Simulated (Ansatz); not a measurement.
# A hole started on a pair of O atoms pulled together in MgO (Fm-3m), part 2 of 2

Question: is an added hole in MgO (Fm-3m) a free carrier or a small polaron? The trial puts it on a pair of O atoms pulled together. The model is a cell of 128 host atoms; several levels of theory are compared, with their cost.

Ansatz 0.2.0; plane-wave PAW DFT, PBE0 form with 0.309 exact exchange; relaxation of all atoms of a supercell at fixed charge in a uniform background; PAW set soft_1.

So far. Step 2 (Relaxation with the hole, PBE0 (α = 0.309)): Largest moments: 0.55 μB on O20, 0.13 μB on O52 and 0.12 μB on O116. The sizes of the moments in the atoms' spheres add to about 1.0 μB, shared by 3.1 atoms in effect, 91 % of it within 3.2 Å of the largest: the carrier is localised at or next to the trial site. Step 3 (The states that it is compared with): Among the unlike neighbours of O20, the distance changes most, or as much as any, to Mg27, from 2.11 to 2.20 Å.

In doubt: the hybrid run may have settled on a false gap or state (step 4), so the values of those runs are not to be relied on.

## (4) States in the gap, PBE0 (α = 0.309)

Level of this step: plane-wave PAW DFT, PBE0 form with 0.309 exact exchange; single point of a supercell at fixed charge in a uniform background; PAW set soft_1 (Ansatz).

A single point on the relaxed atoms asks for the levels and how far each is spread.

Input file qp1_M1_trap.hyb/input.yaml:

```yaml
crystal:
  checkpoint: "../qp1_M1_trap.hrelax.run"
  host: checkpoint
total_charge: 1
basis:
  ecutwfc: 420
  xc_grid: 2
hamiltonian:
  xc: { preset: pbe0, exx: 0.309 }
  pseudopotentials: { kind: paw, azcp: { folder: soft_1 } }
kpoints:
  mp_grid: { grid: [1, 1, 1] }
magnetization:
  spin_polarized: true
  initial_magnetization: 1
  spin_locking: { lock_magnetization: hard }
scf:
  occupations: { method: fixed }
  max_iter: 80
output:
  forces: true
  charged_corrections:
    epsilon: 3.24
    static_epsilon: 10.37
    defect_position: [0.25, 0.625, 0.375]
  eigenvalues: true
  eigenstates: { localisation: true }
  efg: {}
checkpoint:
  read: "../qp1_M1_trap.hrelax.run"
  write: "../qp1_M1_trap.hyb.run"
  compress: false
  write_wavefunctions: true
  write_every: 100000
```

The run is started by

```bash
$ ansatz run input.yaml --threads 32 --pin off --max-ram 84787MiB --backend cuda --events-out ev --progress --plain --runs-dir out --max-vram 78GiB
```

Numbers of over 12 decimals in the logs are rounded to 6 here.

Log:

```text
[...]
Warning: the atoms were moved onto the symmetric positions of the space group found under crystal.symmetry.tolerance 1.0e-5 (fractional; [...]
Warning: at least one further symmetry operation maps every atom of the structure, as the run holds it, onto an atom to within 2.13e-5 (fractional), and is not used: no operation is sought that the atoms, as the run holds them, miss by more than 2.00e-5, [...]
Warning: checkpoint.read: the run can stay near the saved state's solution: 77 site(s) moved relative to the saved geometry (max |Δs| = 3.143e-6 fractional); [...]
crystal.checkpoint: the structure is that of <dir>, a `relax` run, at its step 23: its result, under {"exchange":"pbe","correlation":"pbe","exx":{"coeff":0.309,"omega":null}} at a charge of 1 e; 128 atoms read, 2 with a starting moment; [...]
[...]
Crystal: 128 atoms, lattice volume = 1198.040 Å³
Basis set: ecut = 420 eV, 23409 PW (Γ), exchange–correlation on 160×160×160 points (8 copies of the dense FFT grid, shifted against one another)
Bands: 640, of which v1, the nominal top of the filled ones, is band 512 counted from 1 (511 counted from 0)
Symmetry: 2 space group operations
[...]
k-points: 1
[...]
SCF 1 converged in 14 iterations: F = -159631.643151 eV  dr2 = 6.23e-8
[...]
hybrid outer 1: dexx = +1.290e0 eV, tail = 5.05e-3 eV
[...]
SCF 3 converged in 15 iterations: F = -159668.078445 eV  dr2 = 1.03e-10
[...]
SCF 4 converged in 8 iterations: F = -159668.078453 eV  dr2 = 2.55e-11
[...]
the search or the solves at the SCF's close seem to have found levels that the self-consistency loop had missed (the run counts 3). By its estimate they hold under 1e-12 electrons; where the run keeps them, the occupations were computed again with them
this state was not tested for a lower state beside it, because the functional holds exact exchange (a hybrid, or Hartree-Fock), whose exchange loop this test does not read (fock_operator); [...]
[...]
Magnetization: 1.0000 μB (512.0000 up, 511.0000 down)
Absolute magnetization: 1.2201 μB (∫|ρ↑−ρ↓|, with the PAW one-centre terms)
[...]
Per-site moments (μB) at R_I (Å): [(-1.6754682290032553e-5, 0.863370), (0.000126809, 0.866140), (-0.000119958, 0.866037), [... 6 left out ...]
Free energy (F): -159668.078453 eV
Frozen-core exchange: fock
[...]
Internal energy: -159668.078453 eV  (E = F + TS)
E sigma→0 (E₀):  -159668.078453 eV
Fermi energy:    5.989530 (↑ 5.979701, ↓ 5.989530) eV
[...]
--- Forces (eV/Å), atoms counted from 1 ---
  atom   1  Mg     0.00000000     0.00186195    -0.00156113
  atom   2  O      0.00091694    -0.00311541    -0.00093423
  [... 4 atoms left out ...]
  [... 122 more lines of this table ...]
  max |Σ_I F_I| component: 1.21e-6 eV/Å
--- PAW observables at the nuclei: V_zz in 10²¹ V/m², potentials from the cell's mean, atoms counted from 1 ---
  [...]
--- Charged-cell corrections in eV (Makov–Payne, q = +1.000 e, ε = 3.240 of the electrons, 10.370 with the ions) ---
[...]
E_corr1          = +0.604309  (monopole, q²α_M/2εL)
  F Makov-Payne    = n/a  (the rows are of the electrons' constant alone; ansatz place-levels tells what screens the charge)
[...]
--- Band table (eV) ---
[...]
```

Wall time 35 s (1 × NVIDIA GB200 with 32 threads of Arm Neoverse V2, shared host); peak memory 2.6 GiB; 2.6 min of CPU time.

States next to the filling edge at the first k-point, on the run's own zero (eigenstates.tsv). The participation number counts the atoms that a state is spread over, of 128; bands count from 0.

| spin | band | energy (eV) | occupation | participation | largest share on | share |
| --- | --- | --- | --- | --- | --- | --- |
| down | 505 | 5.655 | 1.00 | 31.3 | O4 | 0.06 |
| down | 506 | 5.655 | 1.00 | 41.1 | O62 | 0.06 |
| down | 507 | 5.657 | 1.00 | 30.5 | O62 | 0.06 |
| down | 508 | 5.945 | 1.00 | 59.1 | O72 | 0.03 |
| down | 509 | 5.987 | 1.00 | 69.1 | O72 | 0.02 |
| down | 510 | 5.989 | 1.00 | 68.7 | O72 | 0.02 |
| down | 511 | 7.671 | 0.00 | 3.6 | O20 | 0.50 |
| down | 512 | 13.827 | 0.00 | 127.6 | O20 | 0.01 |
| down | 513 | 16.254 | 0.00 | 84.1 | O20 | 0.03 |
| down | 514 | 16.297 | 0.00 | 86.8 | O20 | 0.03 |
| down | 515 | 16.302 | 0.00 | 88.9 | O14 | 0.02 |
| up | 506 | 5.633 | 1.00 | 29.1 | O62 | 0.06 |
| up | 507 | 5.639 | 1.00 | 35.9 | O4 | 0.06 |
| up | 508 | 5.641 | 1.00 | 32.2 | O62 | 0.08 |
| up | 509 | 5.971 | 1.00 | 64.7 | O72 | 0.02 |
| up | 510 | 5.979 | 1.00 | 68.2 | O72 | 0.02 |
| up | 511 | 5.980 | 1.00 | 67.0 | O72 | 0.02 |
| up | 512 | 13.821 | 0.00 | 127.5 | O20 | 0.01 |
| up | 513 | 16.233 | 0.00 | 60.4 | O20 | 0.06 |
| up | 514 | 16.268 | 0.00 | 65.6 | O84 | 0.05 |
| up | 515 | 16.271 | 0.00 | 85.1 | O116 | 0.03 |
| up | 516 | 16.296 | 0.00 | 88.8 | O14 | 0.02 |

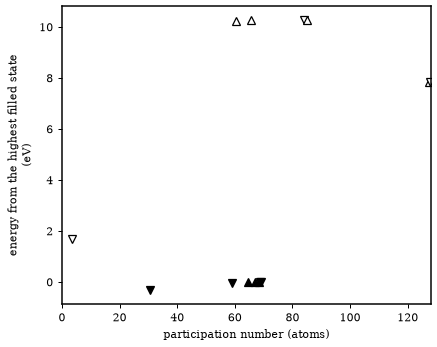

States next to the filling edge at the first k-point: energy against spread. Filled marks are occupied, open marks empty; triangles up and down are the spins.

Under PBE0 form with 0.309 exact exchange at the zone centre alone, the highest filled state is spin down, spread over 69 of 128 atoms, and the lowest empty one, 1.68 eV above it, is spin down, spread over 4 of 128 atoms.

The largest moments in the atoms' spheres: O20 0.55, O52 0.13, O116 0.12, O84 0.03, O12 0.02, O118 0.02 μB.

Contact couplings A = (2/3) μ0 ge μB gN μN ρs / (2S h), for each element's most abundant magnetic isotope:

| atom | isotope | distance from the centre (Å) | contact spin density (e/Å³) | A (MHz) |
| --- | --- | --- | --- | --- |
| O20 | 17O | 1.49 | 0.356 | -31.9 |
| O52 | 17O | 1.42 | 0.123 | -11.0 |
| O116 | 17O | 4.40 | 0.116 | -10.4 |
| Mg59 | 25Mg | 1.58 | -0.123 | 5.0 |
| Mg53 | 25Mg | 1.58 | -0.123 | 5.0 |
| Mg21 | 25Mg | 3.41 | -0.121 | 4.9 |
| Mg27 | 25Mg | 3.41 | -0.120 | 4.9 |
| O84 | 17O | 4.47 | 0.0263 | -2.4 |
| Mg29 | 25Mg | 2.62 | -0.0503 | 2.0 |
| Mg51 | 25Mg | 2.63 | -0.0503 | 2.0 |

Uncorrected and at zero smearing, the relaxed cell lies 0.33 eV below the carrier in the undistorted cell.

This is not yet the binding energy: the image correction is missing, and with exact exchange at one k-point the spread carrier of the reference is itself shifted by a finite-cell term.

## (5) Placing the level against the band edges

A charged cell interacts with its images and has another zero of potential than the host, so place-levels corrects and aligns it with a run of the defect-free crystal.

Input file levels.hyb.yaml:

```yaml
host:
  run: host.hyb.run
states: [qp1_M1_trap.hyb.run, q0_ideal.hyb.run]
geometry_from:
  qp1_M1_trap.hyb.run: qp1_M1_trap.hrelax.run
  q0_ideal.hyb.run: q0_ideal.hrelax.run
chemical_potentials: {}
```

The run is started by

```bash
$ ansatz place-levels levels.hyb.yaml -- --threads 32 --pin off --max-ram 84787MiB --backend cuda --max-vram 78GiB
```

Log:

```text
(+1/0) 0.327 eV above the valence edge, 7.510 eV under the conduction edge
formation energy of charge +1: -0.327 eV with the Fermi level at the valence edge
formation energy of charge 0: +0.000 eV with the Fermi level at the valence edge
  edges by {"exchange":"pbe","correlation":"pbe","exx":{"coeff":0.309,"omega":null}}, gap 7.836 eV; the host is sampled to repeats of 11.92 Å
  the defect's cells are sampled to repeats of 11.92 Å, like sampling
  charge +1: -159667.9020 eV with its correction of +0.176 eV, at epsilon 10.37, aligned at sites: -0.0124 eV, mean over 32 atomic sites at or beyond 5.96 Å from the defect at [0.2500, 0.6250, 0.3750], with +0.002788 for the charge's moments and without [...]
  charge +1: by its spins about the atoms it stands at 0.127 0.625 0.375, with an rms radius of about 2.3 Å (1.8 1.0 1.0 Å across the planes of the cell's vectors)
  charge 0: +0.000 eV for its dipole among its images, +0.000 omitted
  of the host: (host) hybrid's levels can ripple along a path where its exchange mesh is coarse, and an extremum then takes the crest, of which none of its warnings tells: converge the edges in the exchange mesh (kpoints.mp_grid)
  of states[0] (qp1_M1_trap.hyb.run): its charge, or the change of it in a vertical transition, spreads by about 1.8 Å along one vector, where the cell does not tell a trapped carrier from a band state, which would take no correction: the +1/0 level stands [...]
  of states[1] (q0_ideal.hyb.run): its only k-point is the zone centre, where a defect's energies can be off by tenths of an eV or more: see "From the zone centre to a mesh" in the quickstart
```

It took 0.28 s on 32 threads.

Counted from the neutral cell, this state lies 0.33 eV below a free hole at the valence top.

## (6) Koopmans check

With the atoms held, the hole is filled again. If the energy is linear in the filling of the trapped state, its one-particle level equals the difference of the two total energies; the miss tells whether the cure for self-interaction is too weak or too strong.

Input file vertical.hyb.yaml:

```yaml
host:
  run: host.hyb.run
states: [qp1_M1_trap.hyb.run, q0_ideal.hyb.run]
geometry_from:
  qp1_M1_trap.hyb.run: qp1_M1_trap.hrelax.run
  q0_ideal.hyb.run: q0_ideal.hrelax.run
  qp1_M1_trap.hyb.at_q0.run: qp1_M1_trap.hrelax.run
chemical_potentials: {}
epsilon: 3.24
static_epsilon: 10.37
vertical:
  - { from: qp1_M1_trap.hyb.run, to: qp1_M1_trap.hyb.at_q0.run, alignment: { sites: { defect_position: [0.25, 0.625, 0.375] } } }
```

The run is started by

```bash
$ ansatz place-levels vertical.hyb.yaml -- --threads 32 --pin off --max-ram 84787MiB --backend cuda --max-vram 78GiB
```

Log:

```text
[...]
(+1/0) 0.327 eV above the valence edge, 7.510 eV under the conduction edge
formation energy of charge +1: -0.327 eV with the Fermi level at the valence edge
formation energy of charge 0: +0.000 eV with the Fermi level at the valence edge
vertical +1 to 0: -6.468 eV against the conduction edge, +1.369 eV against the valence edge
  from vertical[0].from (qp1_M1_trap.hyb.run) to vertical[0].to (qp1_M1_trap.hyb.at_q0.run): correction +0.226 eV (with +0.009 eV of the moments' energy among images, +0.000 omitted), at epsilon 3.24, the first's at 10.37; [...]
  one-particle level at charge +1: +1.328 eV over the valence edge, correction -0.355 eV
  of that level: its mesh has one k-point along a cell vector, or a list of points, so that it can be tenths of an eV off: output.eigenstates.nscf_kmesh removes part of the error, and two divisions an axis in kpoints.mp_grid remove most of it
  one-particle level at charge 0: +1.407 eV over the valence edge, correction +0.806 eV
[...]
the defect's cells are sampled to repeats of 11.92 Å, like sampling
[...]
charge +1: by its potential at epsilon 3.24 it stands at 0.127 0.625 0.375, with an rms radius of about 1.4 Å (1.4 0.0 0.0 Å across the planes of the cell's vectors)
  charge 0: +0.000 eV for its dipole among its images, +0.000 omitted
[...]
of states[0] (qp1_M1_trap.hyb.run): its only k-point is the zone centre, where a defect's energies can be off by tenths of an eV or more: see "From the zone centre to a mesh" in the quickstart; stability_check_not_made; [...]
[...]
of vertical[0].from (qp1_M1_trap.hyb.run): its only k-point is the zone centre, where a defect's energies can be off by tenths of an eV or more: see "From the zone centre to a mesh" in the quickstart; stability_check_not_made; [...]
  of vertical[0].to (qp1_M1_trap.hyb.at_q0.run): its only k-point is the zone centre, where a defect's energies can be off by tenths of an eV or more: see "From the zone centre to a mesh" in the quickstart; [...]
```

The job ended after 0.46 s (32 threads).

For the trial state:

| vertical level from total energies (eV) | its correction (eV) | one-particle level at charge +1 (eV) | at charge 0 (eV) |
| --- | --- | --- | --- |
| 1.37 | 0.23 | 1.33 | 1.41 |

All above the valence top and corrected for the images. The level at charge +1 misses the vertical level by 0.04 eV, less than the image corrections that enter it (-0.36 eV on the one-particle level, 0.23 eV on the vertical one), so the test is rough.

## (7) Relaxing again with PBEsol

The relaxed structure is now handed to a plain semilocal functional and relaxed again, to see what is left without exact exchange or U. The start is the structure of PBE0 (α = 0.309).

Input file qp1_M1_trap.semirelax/input.yaml:

```yaml
crystal:
  checkpoint: "../qp1_M1_trap.hrelax.run"
  host: checkpoint
total_charge: 1
basis:
  ecutwfc: 420
  xc_grid: 2
hamiltonian:
  xc: pbesol
  pseudopotentials: { kind: paw, azcp: { folder: soft_1 }, xc_functional: pbe }
kpoints:
  mp_grid: { grid: [1, 1, 1] }
magnetization:
  spin_polarized: true
  initial_magnetization: 1
  spin_locking: { lock_magnetization: hard }
scf:
  occupations: { method: fermi_dirac, width: 0.01 }
  max_iter: 80
output:
  forces: true
  charged_corrections:
    epsilon: 3.24
    static_epsilon: 10.37
    defect_position: [0.25, 0.625, 0.375]
relax:
  f_tol: 0.02
  max_steps: 60
  escape_saddle: false
checkpoint:
  read: "../qp1_M1_trap.hrelax.run"
  write: "../qp1_M1_trap.semirelax.run"
  compress: false
  write_wavefunctions: true
  write_every: 100000
```

The run is started by

```bash
$ ansatz run input.yaml --threads 32 --pin off --max-ram 84787MiB --backend cuda --events-out ev --progress --plain --runs-dir out --max-vram 78GiB
```

Wall time 7.8 s (1 × NVIDIA GB200 with 32 threads); peak memory 1.8 GiB.

The relaxation took 4 steps and gained 0.42 eV.

From the single point at the end of this step. The sizes of the moments in the atoms' spheres add to about 1.0 μB, shared by more than 30 atoms in effect: the carrier has spread out.

No level is given here: the program refused to align this charged cell with the host.

## (8) Atoms held, PBE0 (α = 0.1)

With the atoms held, the share of exact exchange is changed, to see how the carrier and its level follow it.

Input file qp1_M1_trap.hyb2/input.yaml:

```yaml
crystal:
  checkpoint: "../qp1_M1_trap.hrelax.run"
  host: checkpoint
total_charge: 1
basis:
  ecutwfc: 420
  xc_grid: 2
hamiltonian:
  xc: { preset: pbe0, exx: 0.1 }
  pseudopotentials: { kind: paw, azcp: { folder: soft_1 } }
kpoints:
  mp_grid: { grid: [1, 1, 1] }
magnetization:
  spin_polarized: true
  initial_magnetization: 1
  spin_locking: { lock_magnetization: hard }
scf:
  occupations: { method: fixed }
  max_iter: 80
output:
  forces: true
  charged_corrections:
    epsilon: 3.24
    static_epsilon: 10.37
    defect_position: [0.25, 0.625, 0.375]
  eigenvalues: true
  eigenstates: { localisation: true }
  efg: {}
checkpoint:
  read: "../qp1_M1_trap.hrelax.run"
  write: "../qp1_M1_trap.hyb2.run"
  compress: false
  write_wavefunctions: true
  write_every: 100000
```

Elapsed: 27 s, on 1 × NVIDIA GB200 with 32 threads; peak memory 2.6 GiB.

Largest moments: 0.26 μB on O20, 0.10 μB on O52 and 0.09 μB on O116. The sizes of the moments in the atoms' spheres add to about 1.0 μB, shared by about 10 atoms in effect, 68 % of it within 3.2 Å of the largest: partly localised.

Uncorrected, this state lies 0.24 eV above the carrier in the undistorted cell, so it isn't favoured at this level.

No level is given here: the program refused to align this charged cell with the host.

## (9) All levels of theory side by side

| level of theory | atoms | gap (eV) | atoms that share the moment | localised | energy against the free hole (eV) | Koopmans miss (eV) | time for the trial state |
| --- | --- | --- | --- | --- | --- | --- | --- |
| PBE0 (α = 0.309) † | relaxed | 7.84 | 3.1 | yes | -0.33 | -0.04 | 5.1 min |
| PBEsol | relaxed | - | more than 30 | no | - | - | 12 s |
| PBE0 (α = 0.1) † | held | - | about 10 | partly | - | - | 27 s |

† Here the hybrid relaxation or its single point carries a warning about the state that it reached (a narrow gap in its semilocal warm-up or between frontier levels), so a lower state with the carrier may exist.

## (10) Results

```yaml
carrier_localised_pbesol: no
state_found_lowest_state_in_doubt_pbe0: localised
```

**Reading.** With PBE0 (α = 0.309) the hole is localised, on about 3 atoms, most on O20, and lies 0.33 eV below the free carrier: a stable small polaron at this level. The pair of the trial did not stay bound. The hybrid relaxation or its single point carries a warning about the state that it reached (a narrow gap in its semilocal warm-up or between frontier levels), so a lower state with the carrier may exist; the numbers describe the state found. Among the unlike neighbours of O20, the distance changes most, or as much as any, to Mg27, from 2.11 to 2.20 Å (PBE0 (α = 0.309)). The answer hangs on the method: localised after relaxing with PBE0 (α = 0.309), spread with PBEsol. Semilocal functionals favour spread carriers, so their answer alone decides nothing. PBE0 (α = 0.309) meets the Koopmans condition for the level at charge +1 within 0.04 eV, which is inside the error of levels at one k-point in a cell of this size. A relaxation step took 12 s with PBE0 (α = 0.309) and 1.9 s with PBEsol. The point with the carrier in the undistorted cell ran without the search for lower states. One trial site was relaxed, so another site or form can lie lower. Limits: sampling at the zone centre alone can move energies of charged and open-shell states by tenths of an eV or more in cells of this size.

[Logs are printed without paths, hosts, clocks, repeated set-up lines and the standing remarks that a program may print on its own settings, such as how far it seeks lower states.]

[Hosts, paths, dates, database ids (printed as entryN), source tags and the programs' standing remarks are cut or masked in the printed files.]

[For some hosts the program warned that the k-mesh of the response run may be too coarse for force constants and the static dielectric constant; such warnings are not shown here.]
